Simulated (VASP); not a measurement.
## NMR shielding calculation, with input and output: WSi$_{2}$ (part 2 of 2)

Continued. System: WSi$_{2}$ (9 atoms in the cell). Method: Kohn-Sham DFT of a periodic cell, PBE, VASP PAW PBE potentials, recommended, no spin polarisation (VASP 6.6.1); cutoff 520 eV, 5×5×3 k-mesh, Gaussian smearing of 0.02 eV. The structure derives from a Materials Project entry.

Geometry of the input (Å; fractional positions):
```
4.6169  0.0000  0.0000
-2.3084  3.9983  0.0000
0.0000  0.0000  6.6532
W  0.5000  0.0000  0.5000
W  0.5000  0.5000  0.8333
W  -0.0000  0.5000  0.1667
Si 0.3273  0.1636  0.1667
Si 0.8364  0.1636  0.8333
Si 0.1636  0.3273  0.5000
Si 0.6727  0.8364  0.1667
Si 0.1636  0.8364  0.8333
Si 0.8364  0.6727  0.5000
```

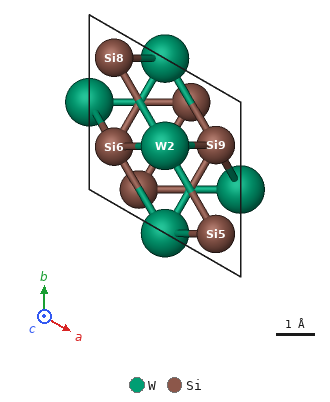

*The structure (ball-and-stick view of the cell of the calculation, along the c axis; atoms are numbered from 1 in the order of the input).*

**Parts of OUTCAR, continued**
```
 k-point     3 :       0.4000    0.0000    0.0000
  band No.  band energies     occupation
      1     -61.9839      2.00000
      2     -61.9787      2.00000
      3     -61.9754      2.00000
      4     -26.3903      2.00000
      5     -26.3669      2.00000
      6     -26.3308      2.00000
      7     -26.3184      2.00000
      8     -26.3045      2.00000
      9     -26.2505      2.00000
     10     -26.2286      2.00000
     11     -26.2273      2.00000
     12     -26.1855      2.00000
     13      -0.6473      2.00000
     14       1.0584      2.00000
     15       2.1498      2.00000
     16       2.2331      2.00000
     17       3.3271      2.00000
     18       4.2594      2.00000
     19       5.4814      2.00000
     20       5.8593      2.00000
     21       6.8413      2.00000
     22       6.8869      2.00000
     23       7.3926      2.00000
     24       7.5893      2.00000
     25       8.3517      2.00000
     26       8.7714      2.00000
     27       8.9826      2.00000
     28       9.1813      2.00000
     29       9.7920      2.00000
     30      10.1127      2.00000
     31      10.6857      2.00000
     32      10.8770      2.00000
     33      11.1854      2.00000
     34      12.5875      0.00000
     35      13.1789      0.00000
     36      13.4147      0.00000
     37      13.4488      0.00000
     38      13.7000      0.00000
     39      14.7865      0.00000

 k-point     4 :       0.2000    0.2000    0.0000
  band No.  band energies     occupation
      1     -61.9844      2.00000
      2     -61.9781      2.00000
      3     -61.9754      2.00000
      4     -26.3879      2.00000
      5     -26.3612      2.00000
      6     -26.3382      2.00000
      7     -26.3190      2.00000
      8     -26.2994      2.00000
      9     -26.2552      2.00000
     10     -26.2272      2.00000
     11     -26.2248      2.00000
     12     -26.1877      2.00000
     13      -1.0155      2.00000
     14       1.6398      2.00000
     15       1.7413      2.00000
     16       2.4018      2.00000
     17       3.1792      2.00000
     18       4.6332      2.00000
     19       5.4972      2.00000
     20       5.8953      2.00000
     21       6.2353      2.00000
     22       6.5990      2.00000
     23       8.3735      2.00000
     24       8.4397      2.00000
     25       8.6046      2.00000
     26       8.6980      2.00000
     27       8.9779      2.00000
     28       9.0966      2.00000
     29       9.1793      2.00000
     30       9.9693      2.00000
     31      10.2912      2.00000
     32      10.7075      2.00000
     33      11.0107      2.00000
     34      12.5094      0.00000
     35      13.4766      0.00000
     36      13.5108      0.00000
     37      13.8247      0.00000
     38      14.0704      0.00000
     39      14.4796      0.00000

 k-point     5 :       0.4000    0.2000    0.0000
  band No.  band energies     occupation
      1     -61.9825      2.00000
      2     -61.9800      2.00000
      3     -61.9754      2.00000
      4     -26.3936      2.00000
      5     -26.3629      2.00000
      6     -26.3440      2.00000
      7     -26.3202      2.00000
      8     -26.2895      2.00000
      9     -26.2639      2.00000
     10     -26.2252      2.00000
     11     -26.2242      2.00000
     12     -26.1830      2.00000
     13       0.1617      2.00000
     14       0.6708      2.00000
     15       1.7631      2.00000
     16       2.8636      2.00000
     17       3.1448      2.00000
     18       4.2605      2.00000
     19       4.4717      2.00000
     20       5.4113      2.00000
     21       5.5734      2.00000
     22       6.9666      2.00000
     23       8.3898      2.00000
     24       8.6146      2.00000
     25       8.6943      2.00000
     26       8.7946      2.00000
     27       9.1496      2.00000
     28       9.2596      2.00000
     29       9.5895      2.00000
     30       9.7395      2.00000
     31      10.9490      2.00000
     32      11.2517      2.00000
     33      11.5691      2.00000
     34      12.9343      0.00000
     35      13.1503      0.00000
     36      13.4435      0.00000
     37      13.6164      0.00000
     38      13.9094      0.00000
     39      14.3044      0.00000

 [... the levels of 4 k-points are left out ...]

 k-point    10 :       0.4000    0.2000    0.3333
  band No.  band energies     occupation
      1     -61.9830      2.00000
      2     -61.9790      2.00000
      3     -61.9759      2.00000
      4     -26.3823      2.00000
      5     -26.3770      2.00000
      6     -26.3504      2.00000
      7     -26.3136      2.00000
      8     -26.2833      2.00000
      9     -26.2693      2.00000
     10     -26.2368      2.00000
     11     -26.2003      2.00000
     12     -26.1936      2.00000
     13       0.4748      2.00000
     14       1.0038      2.00000
     15       1.3766      2.00000
     16       1.9736      2.00000
     17       2.9616      2.00000
     18       3.8987      2.00000
     19       5.0914      2.00000
     20       5.7103      2.00000
     21       6.7003      2.00000
     22       7.4395      2.00000
     23       7.8667      2.00000
     24       8.1654      2.00000
     25       8.4560      2.00000
     26       8.7634      2.00000
     27       8.8376      2.00000
     28       9.0066      2.00000
     29       9.6583      2.00000
     30      10.2848      2.00000
     31      10.7347      2.00000
     32      11.0958      2.00000
     33      11.8451      2.00000
     34      13.0070      0.00000
     35      13.0337      0.00000
     36      13.6912      0.00000
     37      14.0416      0.00000
     38      14.1555      0.00000
     39      14.2650      0.00000

  FORCE on cell =-STRESS in cart. coord.  units (eV):
  Direction    XX          YY          ZZ          XY          YZ          ZX
  --------------------------------------------------------------------------------------
  -------------------------------------------------------------------------------------
  Total       -0.2702382     -0.2702382     -0.5782657      0.0000000      0.0000000      0.0000000
  in kB       -3.5253532     -3.5253532     -7.5436826      0.0000000      0.0000000      0.0000000
  external PRESSURE =      -4.8647964 kB  Pullay stress =       0.0000000 kB

 VOLUME and BASIS-vectors are now :
 -----------------------------------------------------------------------------
  energy-cutoff  :      520.00
  volume of cell :      122.82
      direct lattice vectors                 reciprocal lattice vectors
     4.616852382  0.000000000  0.000000000     0.216597785  0.125052790  0.000000000
    -2.308426191  3.998311448  0.000000000     0.000000000  0.250105579  0.000000000
     0.000000000  0.000000000  6.653222000     0.000000000  0.000000000  0.150303116

 POSITION                                       TOTAL-FORCE (eV/Angst)
 -----------------------------------------------------------------------------------
      2.30843      0.00000      3.32661         0.000000     -0.000000      0.000000
      1.15421      1.99916      5.54435         0.000000     -0.000000     -0.000000
     -1.15421      1.99916      1.10887         0.000000     -0.000000     -0.000000
      1.13316      0.65423      1.10887         0.011347      0.006551     -0.000000
      3.48370      0.65423      5.54435        -0.011347      0.006551      0.000000
     -0.00000      1.30846      3.32661        -0.000000      0.013102      0.000000
      1.17527      3.34408      1.10887        -0.011347     -0.006551     -0.000000
     -1.17527      3.34408      5.54435         0.011347     -0.006551      0.000000
      2.30843      2.68986      3.32661         0.000000     -0.013102      0.000000
 -----------------------------------------------------------------------------------
    total drift:                               -0.000000     -0.000000      0.000000

  FREE ENERGIE OF THE ION-ELECTRON SYSTEM (eV)
  ---------------------------------------------------
  free  energy   TOTEN  =       -73.8458818041 eV

  energy  without entropy=      -73.8458818041  energy(sigma->0) =      -73.84588180

------------------------ aborting loop because EDIFF is reached ----------------------------------------

  Approximate magnetic susceptibility, pGv (10^-6 cm^3/mole)
     1       -233.354735          0.000000          0.000000
     2          0.000000       -231.638715          0.000000
     3          0.000000          0.000000       -176.083143
 -------------------------------------------------------------
  Approximate magnetic susceptibility, vGv (10^-6 cm^3/mole)
     1       -249.966035          0.000000          0.000000
     2          0.000000       -245.522827          0.000000
     3          0.000000          0.000000       -172.312847

         principal value                      axis
       (10^-6 cm^3/mole)           x,          y,          z
      --------------------------------------------------------
             -249.966035     -1.0000      0.0000      0.0000
             -245.522827     -0.0000     -1.0000      0.0000
             -172.312847      0.0000      0.0000      1.0000
 -------------------------------------------------------------

 -------------------------------------------------------------
  G=0 CONTRIBUTION TO CHEMICAL SHIELDING (field along BDIR)
  using pGv susceptibility, excluding core contribution
 -------------------------------------------------------------
   BDIR                X                 Y                 Z
 -------------------------------------------------------------
     1         26.431975         -0.000000          0.000000
     2         -0.000000         26.237602          0.000000
     3          0.000000          0.000000         19.944850
 -------------------------------------------------------------

  Core NMR properties

  typ  El   Core shielding (ppm)
 ----------------------------
    1  W     9397.6633124
    2  Si     837.8840492
 ----------------------------

  Core contribution to magnetic susceptibility:    -43.49  10^-6 cm^3/mole
 --------------------------------------------------------------------------

  CSA tensor (J. Mason, Solid State Nucl. Magn. Reson. 2, 285 (1993))
  for chemical shielding  (including the isotropic core contribution)

  BDIR labels direction of applied magnetic field (i.e. B0)
  For BDIR==1, B0 along x-axis, etc.
  Induced field listed along cartesian directions for each BDIR
 ------------------------------------------------------------------------------------------
                 EXCLUDING G=0 CONTRIBUTION              INCLUDING G=0 CONTRIBUTION
 ------------------------------------------------------------------------------------------
  ion  BDIR            X           Y           Z                X           Y           Z
          (   iso_shield        span        skew ) (   iso_shield        span        skew )
 ------------------------------------------------------------------------------------------
    1     1    7386.5629      0.0000      0.0000        7417.9210      0.0000      0.0000
          2       0.0000   5937.4777      0.0000           0.0000   5968.6415      0.0000
          3       0.0000      0.0000   6016.6200           0.0000      0.0000   6041.4909
          (    6446.8869   1449.0851      0.8908 ) (    6476.0178   1449.2795      0.8995 )

    2     1    6299.7110    627.3924      0.0000        6331.0691    627.3924      0.0000
          2     627.4199   7024.2433      0.0000         627.4199   7055.4070      0.0000
          3       0.0000      0.0000   6016.7096           0.0000      0.0000   6041.5806
          (    6446.8880   1448.9654      0.8907 ) (    6476.0189   1448.8683      0.8995 )

    3     1    6299.7110   -627.3924      0.0000        6331.0691   -627.3924      0.0000
          2    -627.4199   7024.2433      0.0000        -627.4199   7055.4070      0.0000
          3       0.0000      0.0000   6016.7096           0.0000      0.0000   6041.5806
          (    6446.8880   1448.9654      0.8907 ) (    6476.0189   1448.8683      0.8995 )

    4     1     251.5938    132.2439     -6.7673         282.9519    132.2439     -6.7673
          2     132.2430     98.8942     11.7245         132.2430    130.0579     11.7245
          3       8.2833    -14.3602    155.4704           8.2833    -14.3602    180.3413
          (     168.6528    305.4195      0.1293 ) (     197.7837    305.5176      0.1711 )

    5     1     251.5938   -132.2439     -6.7673         282.9519   -132.2439     -6.7673
          2    -132.2430     98.8942    -11.7245        -132.2430    130.0579    -11.7245
          3       8.2833     14.3602    155.4704           8.2833     14.3602    180.3413
          (     168.6528    305.4195      0.1293 ) (     197.7837    305.5176      0.1711 )

    6     1      22.5337      0.0000    -13.5359          53.8918      0.0000    -13.5359
          2       0.0000    327.9463      0.0000           0.0000    359.1101      0.0000
          3      16.5898      0.0000    155.4600          16.5898      0.0000    180.3310
          (     168.6467    305.4301      0.1293 ) (     197.7777    305.2367      0.1713 )

    7     1     251.5938    132.2439      6.7673         282.9519    132.2439      6.7673
          2     132.2430     98.8942    -11.7245         132.2430    130.0579    -11.7245
          3      -8.2833     14.3602    155.4704          -8.2833     14.3602    180.3413
          (     168.6528    305.4195      0.1293 ) (     197.7837    305.5176      0.1711 )

    8     1     251.5938   -132.2439      6.7673         282.9519   -132.2439      6.7673
          2    -132.2430     98.8942     11.7245        -132.2430    130.0579     11.7245
          3      -8.2833    -14.3602    155.4704          -8.2833    -14.3602    180.3413
          (     168.6528    305.4195      0.1293 ) (     197.7837    305.5176      0.1711 )

    9     1      22.5337      0.0000     13.5359          53.8918      0.0000     13.5359
          2       0.0000    327.9463      0.0000           0.0000    359.1101      0.0000
          3     -16.5898      0.0000    155.4600         -16.5898      0.0000    180.3310
          (     168.6467    305.4301      0.1293 ) (     197.7777    305.2367      0.1713 )
 ------------------------------------------------------------------------------------------
  IF SPAN.EQ.0, THEN SKEW IS ILL-DEFINED
 ------------------------------------------------------------------------------------------
```

**CONTCAR**
```
Si2W
   1.00000000000000
     4.6168523821000003    0.0000000000000000    0.0000000000000000
    -2.3084261911000001    3.9983114484000000    0.0000000000000000
     0.0000000000000000    0.0000000000000000    6.6532220000000004
  W               Si
     3     6
Direct
     0.5000000000000000    0.0000000000000000    0.5000000000000000
     0.5000000000000000    0.5000000000000000    0.8333333332999970
     0.0000000000000000    0.5000000000000000    0.1666666667000030
     0.3272520000000014    0.1636260000000007    0.1666666667000030
     0.8363739999999993    0.1636260000000007    0.8333333332999970
     0.1636260000000007    0.3272520000000014    0.5000000000000000
     0.6727479999999986    0.8363739999999993    0.1666666667000030
     0.1636260000000007    0.8363739999999993    0.8333333332999970
     0.8363739999999993    0.6727479999999986    0.5000000000000000

  0.00000000E+00  0.00000000E+00  0.00000000E+00
  0.00000000E+00  0.00000000E+00  0.00000000E+00
  0.00000000E+00  0.00000000E+00  0.00000000E+00
  0.00000000E+00  0.00000000E+00  0.00000000E+00
  0.00000000E+00  0.00000000E+00  0.00000000E+00
  0.00000000E+00  0.00000000E+00  0.00000000E+00
  0.00000000E+00  0.00000000E+00  0.00000000E+00
  0.00000000E+00  0.00000000E+00  0.00000000E+00
  0.00000000E+00  0.00000000E+00  0.00000000E+00
```

**Key numbers**

- outcome: converged
- space group (tolerance 0.01 Å): P6₂22 (180)
- electrons treated: 66
- Fermi energy of the self-consistent step: 12.261 eV
- hardware: 1 thread of AMD EPYC (Zen 5), 192 GiB of memory available, shared host
- wall time: 25 min
- peak memory: 0.5 GiB

**Remarks**

Spin–orbit coupling is left out, which matters for W.
